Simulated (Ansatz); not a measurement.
# GaP: band-structure calculation

The run: band-structure calculation of GaP (2 atoms in the cell). Method and program: DFT, r2SCAN, plane waves, PAW, no spin polarisation (Ansatz 0.2.0).

The structure was built on a prototype by a generator. The geometry comes from this level: r2SCAN. Figures and captions count atoms from 1; the log counts them from 0 in places.

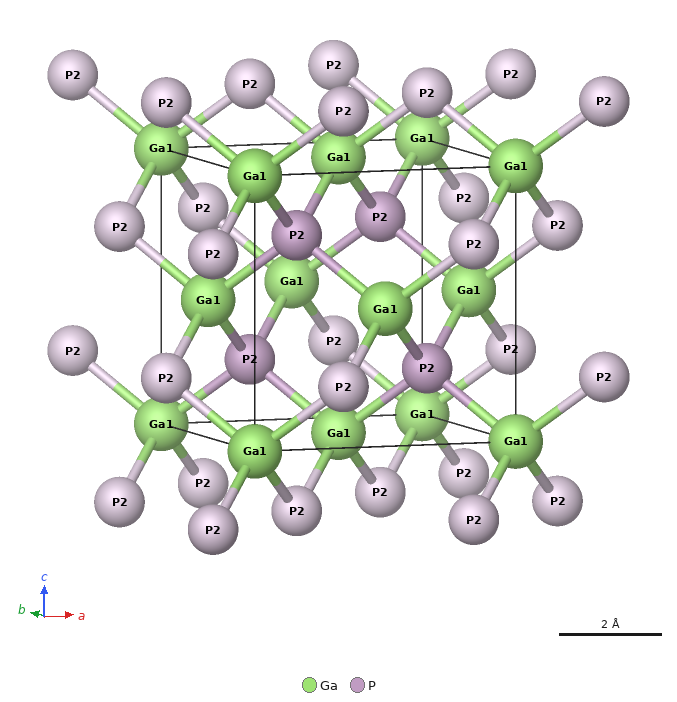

The structure as given in the input (ball-and-stick view of the cell 4 times as large as that of the calculation, set on its symmetry axes, seen slightly off an axis; neighbours outside the cell are drawn fainter; atoms are numbered from 1 in the order of the input).

The input
```yaml
crystal:
  lattice:
    - [0.0, 2.7253992947, 2.7253992947]
    - [2.7253992947, 0.0, 2.7253992947]
    - [2.7253992947, 2.7253992947, 0.0]
  atoms:
    - { symbol: Ga, position: [0.0, 0.0, 0.0] }
    - { symbol: P, position: [0.25, 0.25, 0.25] }
kpoints:
  mp_grid: { grid: [8, 8, 8] }
  band_path:
    path:
      - [0.0, 0.0, 0.0]
      - [-0.5, -0.5, 0.0]
      - [-0.375, -0.375, 0.25]
      - [-0.375, 0.0, 0.375]
      - [0.0, 0.0, 0.5]
      - [-0.5, -0.25, 0.25]
      - [0.0, 0.424479, 0.424479]
    npoints: 1
hamiltonian:
  xc: r2scan
scf:
  occupations: { method: fixed }
  n_extra_bands: 4
output:
  forces: true
  stress: true
  eigenvalues: true
  write_density: true
  write_potential: true
  elf: true
  volumetric_format: npy
```

Hardware: 4 threads of Intel Xeon (Sapphire Rapids), 64 GiB of memory available, shared host.

Run as:
```bash
ansatz run input.yaml --threads 4 --pin off --max-ram 7372MiB --backend cpu --events-out ev --progress --plain --runs-dir out
```

What the program printed
```
scf.n_extra_bands = 4 over 9 filled bands (N_el = 18.0): the run solves 13 bands
Engine: ansatz 0.2.0, x86_64-unknown-linux-gnu
Pseudopotentials: kind: paw
Pseudopotential: Ga, paw, valence charge 13, recommended cutoff 500 eV (meta_gga), Ga.paw.azcp
Pseudopotential: P, paw, valence charge 5, recommended cutoff 500 eV (meta_gga), P.paw.azcp
Functional definition: r2SCAN
  parameter k0 = 0.174
  parameter k1 = 0.065
  parameter a1 = 4.9479
  exchange = r2scan_x(k0 = k0, k1 = k1, a1 = a1)
  correlation = r2scan_c
Crystal: 2 atoms, lattice volume = 40.487 Å³
Basis set: ecut = 500 eV, 965 PW (Γ), exchange–correlation on 120×120×120 points (64 copies of the dense FFT grid, shifted against one another)
Bands: 13, of which v1, the nominal top of the filled ones, is band 9 counted from 1 (8 counted from 0)
Symmetry: 24 space group operations
Space group: F-43m (ITA 216), of the structure as read, at distance tolerance 3.4e-5 Å
k-points: 29 of 512 (time reversal used)
Non-local potential: Ga, projectors of the file, l = 0: 2, l = 1: 2, l = 2: 3, l = 3: 1
Non-local potential: P, projectors of the file, l = 0: 2, l = 1: 2, l = 2: 2
PAW form: soft (Blöchl's): semilocal exchange-correlation on the pseudo side does not see the compensation charge
PAW frozen core: Ga, regenerated for the run's functional (the file was generated under x = pbe(κ = 0.804, μ = 0.2195149727645171), c = pbe(β = 0.06672455060314922))
PAW frozen core: P, regenerated for the run's functional (the file was generated under x = pbe(κ = 0.804, μ = 0.2195149727645171), c = pbe(β = 0.06672455060314922))
PAW one-centre angular grid: Ga, 590 points (default); XC on 160 Gauss nodes
PAW one-centre angular grid: P, 302 points (default); XC on 160 Gauss nodes
Initial density: superposition of atomic densities (neutral atoms: chi_scale 0, normalization atom), corrected by the library's trained network
Initial wavefunctions: pseudopotential atomic-orbital guess
Functional: x = r2scan, c = r2scan; τ floored in thin density (d = 2e-4 eV/Å³)
SCF iter   1: F=—  HF=-4550.473703 eV  |F-HF|=—  |Δ(HF+E_count)|=         —  Δρ=8.75e-3  dr2=1.84e-2  dr2_τ=7.36e-3  ethr=1.77e-3  ⟨swp⟩=4.9  Hψ=2020  notcnv=0  defer=52
preconditioner: auto → none  [insulator: Δε(μ)=1.829 eV  Ē_g=16.401 eV  n_scr=14 (ndim 8)  ℏωp=24.8 eV  f_vac=0.013  ε∞_Penn≈3.3]
SCF iter   2: F=—  HF=-4550.484163 eV  |F-HF|=—  |Δ(HF+E_count)|=   1.05e-2  Δρ=2.32e-3  dr2=3.09e-3  dr2_τ=9.71e-5  ethr=1.02e-4  ⟨swp⟩=2.9  Hψ=979  notcnv=0  defer=53
SCF iter   3: F=—  HF=-4550.482633 eV  |F-HF|=—  |Δ(HF+E_count)|=   1.53e-3  Δρ=1.72e-3  dr2=5.14e-4  dr2_τ=7.42e-6  ethr=1.72e-5  ⟨swp⟩=2.4  Hψ=716  notcnv=0  defer=52
SCF iter   4: F=—  HF=-4550.482863 eV  |F-HF|=—  |Δ(HF+E_count)|=   2.30e-4  Δρ=2.43e-4  dr2=4.15e-5  dr2_τ=4.94e-7  ethr=2.85e-6  ⟨swp⟩=2.9  Hψ=689  notcnv=0  defer=52
SCF iter   5: F=—  HF=-4550.482855 eV  |F-HF|=—  |Δ(HF+E_count)|=   8.01e-6  Δρ=8.34e-5  dr2=2.46e-6  dr2_τ=2.90e-8  ethr=2.30e-7  ⟨swp⟩=2.0  Hψ=468  notcnv=0  defer=36
SCF iter   6: F=-4550.482854 eV  HF=-4550.482854 eV  |F-HF|=6.11e-8  |Δ(HF+E_count)|=   6.17e-7  Δρ=9.54e-6  dr2=3.65e-8  dr2_τ=3.41e-9  ethr=5.56e-10  ⟨swp⟩=11.9  Hψ=3539  notcnv=0
SCF 1 converged in 6 iterations: F = -4550.482854 eV  dr2 = 3.65e-8
  greatest PAW one-centre occupation: 0.993 electrons in one spin orbital (limit 2), on the Ga atom at site 0 (counted from 0), in its partial waves of l = 2
```

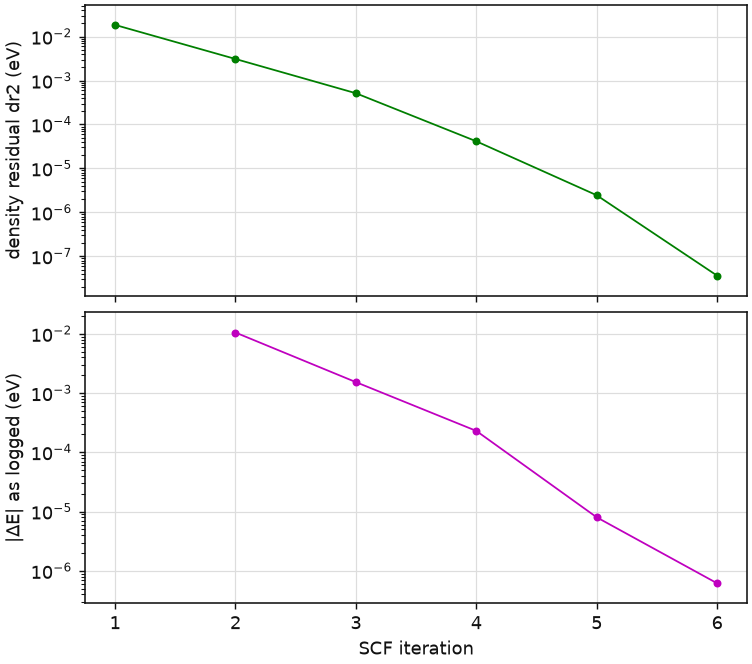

Convergence of the self-consistent field: density residual dr2 and size of the energy change against the SCF iteration. The residual falls at every step.

```
NSCF: frozen V_eff on 7 k-points
SCF converged after 6 iterations
Free energy (F): -4550.482854 eV
Harris-Foulkes:  -4550.482854 eV  (|F-HF|=6.11e-8)
Internal energy: -4550.482854 eV  (E = F + TS)
E sigma→0 (E₀):  -4550.482854 eV
Fermi energy:    6.897797 eV
--- Per-component energies (eV) ---
  E_band       = -67.651300
  E_kinetic    = 185.476660
  E_local      = -2202.801845  (includes V_loc(G=0)·N_el)
  E_nonlocal   = 460.450803
  E_hartree    = 1020.523000
  E_xc         = -120.987681
  E_vxc        = -124.831105  (∫ρ·V_xc dr)
  E_paw        = -2579.826799  (= ΣΔE_a)
  E_vpaw       = -433.013062  (= ΣTr[D̂ρ^β])
  E_aug_tail   = -0.000042  (compensation charges beyond the density's cutoff)
  E_vtau       = 6.015441  (kinetic-family band-sum trace: ∫τ·v_τ [+ j·A + Jᵃ·Aᵃ] dr)
  E_ewald      = -1312.573038
  E_core_change = -0.743912  (= ΣΔE_core)
  E_smearing   = -0.000000  (= −TS)
  E_closure    = 0.000000  (closes the sum)
  Σ components = -4550.482854   (vs F -4550.482854, Δ=0.00e0)
--- Forces (eV/Å), atoms counted from 1 ---
  atom   1  Ga     0.00000000    -0.00000000     0.00000000
  atom   2  P     -0.00000000     0.00000000     0.00000000
  max |Σ_I F_I| component: 1.67e-16 eV/Å
--- Stress (GPa, compression-positive) ---
        0.028555      -0.000000       0.000000
        0.000000       0.028555       0.000000
       -0.000000       0.000000       0.028555
  P = ⅓ Tr σ = 0.0286 GPa (0.286 kbar)
--- Band table (eV; the first three rows and the last of 29) ---
  k-point 0: bands = ["-8.0903", "-8.0903", "-8.0903", "-7.9779", "-7.9779", "-6.1268", "6.8978", "6.8978", "6.8978", "9.2616", "11.0707", "11.0707", "11.0707"]
  k-point 1: bands = ["-8.1067", "-8.0853", "-8.0853", "-7.9779", "-7.9779", "-5.9132", "5.2736", "6.6588", "6.6588", "9.7902", "11.4369", "11.4369", "11.7563"]
  k-point 2: bands = ["-8.1417", "-8.0744", "-8.0744", "-7.9766", "-7.9766", "-5.3109", "2.9310", "6.2060", "6.2060", "9.4422", "11.9667", "11.9667", "13.7865"]
  k-point 28: bands = ["-8.2030", "-8.0473", "-8.0254", "-7.9943", "-7.9685", "-2.9360", "0.1595", "3.1861", "3.3558", "11.9306", "12.1922", "13.4391", "13.4811"]
```

File bands.tsv
```
# k_distance	band_0	band_1	band_2	band_3	band_4	band_5	band_6	band_7	band_8	band_9	band_10	band_11	band_12
# fermi_ev = 6.897797
# lock_threshold_ev = 1e-6
# [0, 0, 0] at k_distance = 0.000000
# [-0.5, -0.5, 0] at k_distance = 1.152709
# [-0.375, -0.375, 0.25] at k_distance = 1.560253
# [-0.375, 0, 0.375] at k_distance = 2.266141
# [0, 0, 0.5] at k_distance = 2.972028
# [-0.5, -0.25, 0.25] at k_distance = 3.787116
# [0, 0.424479, 0.424479] at k_distance = 5.007994
# levels_relative_to = fermi_ev
# free_energy_ev = -4550.482854
# largest_residual_norms_ev = 3.486e-4 2.871e-4 1.260e-3 1.058e-3 1.241e-3 1.380e-3 1.358e-3 1.649e-3 2.058e-3 2.862e-3 2.431e-3 1.681e-3 1.248e-3
0.000000	-14.988097	-14.988097	-14.988097	-14.875689	-14.875689	-13.024561	0.000000	0.000000	0.000000	2.363812	4.172949	4.172949	4.172949
1.152709	-15.119784	-14.917843	-14.917843	-14.913381	-14.852528	-9.928672	-6.957586	-2.803337	-2.803337	1.908561	2.091479	11.311637	11.311637
1.560253	-15.103860	-14.937462	-14.927537	-14.895950	-14.862531	-9.965716	-6.738818	-4.079757	-2.355297	2.469527	5.180226	8.765734	8.816682
2.266141	-15.103860	-14.937462	-14.927537	-14.895950	-14.862531	-9.965716	-6.738818	-4.079757	-2.355297	2.469527	5.180226	8.765734	8.816682
2.972028	-15.081801	-14.960835	-14.960835	-14.868212	-14.868212	-10.863265	-6.848134	-1.171029	-1.171029	2.042199	5.036250	5.036250	8.829854
3.787116	-15.100810	-14.945082	-14.923174	-14.892085	-14.866266	-9.833748	-6.738253	-3.711741	-3.541977	5.032844	5.294394	6.541329	6.583276
5.007994	-15.114321	-14.921911	-14.921911	-14.910991	-14.853793	-10.298211	-6.472243	-2.702672	-2.702672	1.843644	2.421044	10.436303	10.436303
```

File rho_z.tsv
```
# z_ang	rho[e/angstrom^3]
# format = ansatz-planar-average/11
# lattice	0.000000000	2.725399295	2.725399295
# lattice	2.725399295	0.000000000	2.725399295
# lattice	2.725399295	2.725399295	0.000000000
# sites	2
# site	31	0.000000000	0.000000000	0.000000000
# site	15	1.362699647	1.362699647	1.362699647
0.000000	1.504875e0
0.128477	1.401055e0
0.256953	1.113991e0
0.385430	8.088084e-1
0.513906	5.886254e-1
0.642383	4.600518e-1
0.770859	3.874847e-1
0.899336	3.406148e-1
1.027812	3.055946e-1
1.156289	2.783515e-1
1.284766	2.574359e-1
1.413242	2.406385e-1
1.541719	2.247305e-1
1.670195	2.071567e-1
1.798672	1.873036e-1
1.927148	1.665490e-1
2.055625	1.471769e-1
2.184101	1.310267e-1
2.312578	1.191480e-1
2.441055	1.119509e-1
2.569531	1.097749e-1
2.698008	1.135683e-1
2.826484	1.250631e-1
2.954961	1.474640e-1
3.083437	1.878791e-1
3.211914	2.633479e-1
3.340390	4.068624e-1
3.468867	6.556298e-1
3.597344	1.002788e0
3.725820	1.342520e0
```

File v_z.tsv
```
# z_ang	v_es[eV]	v_tot[eV]
# format = ansatz-planar-average/11
# xc	r2scan
# density_cutoff_ev	2000
# datasets	Ga=:simpson_from_first_knot:soft:shift=0	P=:simpson_from_first_knot:soft:shift=0
# lattice	0.000000000	2.725399295	2.725399295
# lattice	2.725399295	0.000000000	2.725399295
# lattice	2.725399295	2.725399295	0.000000000
# sites	2
# site	31	0.000000000	0.000000000	0.000000000
# site	15	1.362699647	1.362699647	1.362699647
0.000000	1.410762e0	-1.045755e1
0.128477	4.115090e-1	-1.181287e1
0.256953	-7.297982e-1	-1.314487e1
0.385430	-1.857516e0	-1.434718e1
0.513906	-2.779225e0	-1.522211e1
0.642383	-3.330410e0	-1.566161e1
0.770859	-3.412516e0	-1.560632e1
0.899336	-3.010295e0	-1.493800e1
1.027812	-2.194391e0	-1.372187e1
1.156289	-1.082095e0	-1.216274e1
1.284766	2.462986e-1	-1.036461e1
1.413242	1.787086e0	-8.341558e0
1.541719	3.496880e0	-6.160886e0
1.670195	5.225790e0	-4.002344e0
1.798672	6.782130e0	-2.023464e0
1.927148	8.002434e0	-3.532040e-1
2.055625	8.825540e0	8.425786e-1
2.184101	9.302871e0	1.586653e0
2.312578	9.518360e0	2.022406e0
2.441055	9.501411e0	2.118061e0
2.569531	9.256967e0	1.894442e0
2.698008	8.754156e0	1.395933e0
2.826484	7.981390e0	5.223145e-1
2.954961	7.036700e0	-7.154083e-1
3.083437	6.061991e0	-2.184295e0
3.211914	5.153547e0	-3.755666e0
3.340390	4.339361e0	-5.287329e0
3.468867	3.603288e0	-6.694430e0
3.597344	2.915271e0	-7.962623e0
3.725820	2.220727e0	-9.169629e0
```

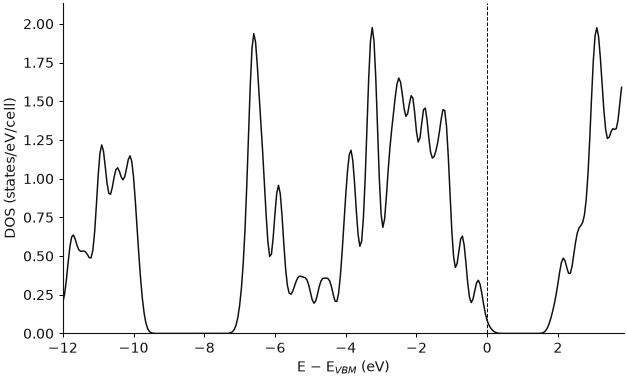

Density of states (the curve is built from the levels of the k mesh with Gaussians 0.3 eV wide, which also blur the band edges), with energies from the valence-band top. There is a gap of 1.89 eV on the k-point mesh. Small ripples come from the finite k-point mesh.

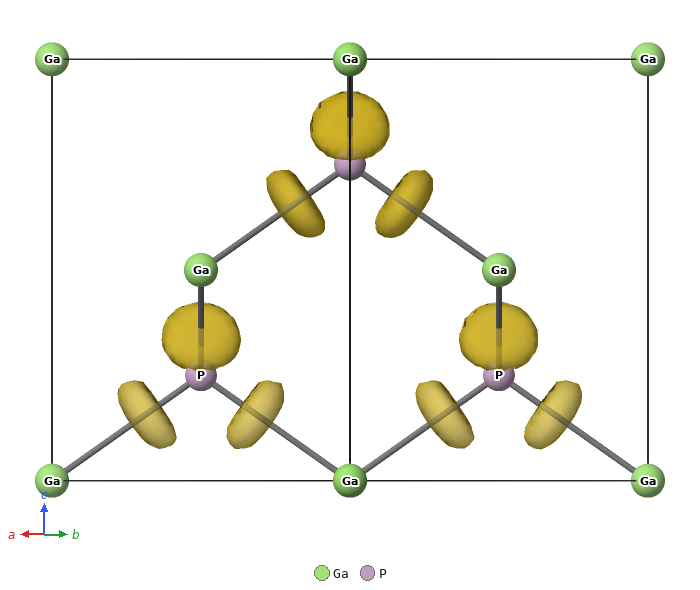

Isosurface of the electron localisation function at 0.85 (yellow), seen along [110]. Core shells and regions of very low density are left out. Sticks mark near contacts. The outline is the cell set on symmetry axes. Values along the shortest contacts: Ga–P (2.36 Å): the ELF is about 0.80 at the midpoint. Core electrons are frozen (PAW), so the fields are smoothed inside the atomic spheres.

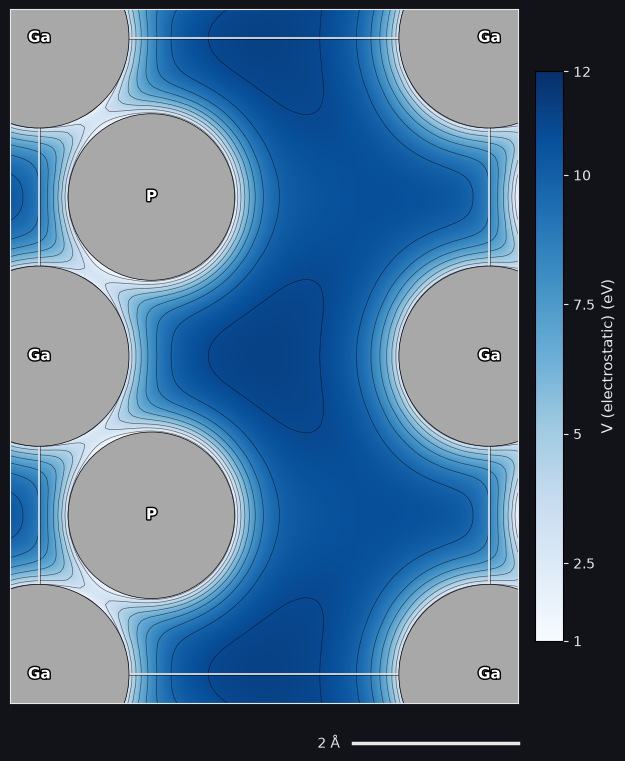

Electrostatic potential (local pseudopotential plus Hartree) felt by an electron on the (101) plane of the conventional cell. Grey discs, where drawn, cover atomic cores. The section cuts through Ga and P sites. Outside the cores the potential energy rises away from the atoms and is highest about 2.3 Å from the nearest atoms; outside the discs it spans about 10 eV, and its zero is arbitrary.

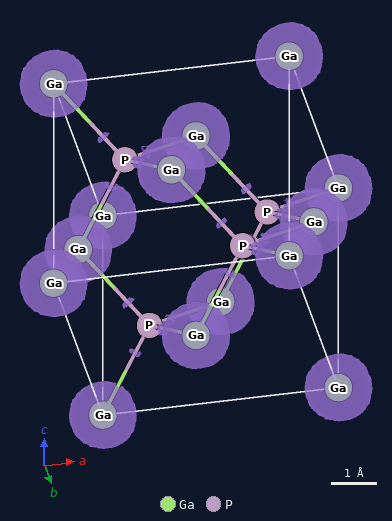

Isosurface of the valence pseudo-density at 0.8 e/Å³ (purple), seen at an oblique angle. Sticks mark near contacts. The outline is the cell set on symmetry axes. At this value the density breaks into separate islands; it holds about 50 % of the electrons treated as valence (semicore included). It is pinched off along the Ga–P (2.36 Å) contacts. On the grid the lowest density along these lines, outside the cores, is 0.54 e/Å³ (Ga–P, 2.36 Å).

Results in brief

- outcome: converged
- space group (tolerance 0.01 Å): F-43m (216)
- electrons treated: 18
- free energy: −4550.4829 eV
- Fermi energy: 6.898 eV
- gap on the k-point mesh: 1.89 eV
- pressure: 0.03 GPa
- largest force (length of the vector): under 0.001 eV/Å
- wall time: 1.5 s (CPU time 4.3 s)
- peak memory: 0.58 GiB
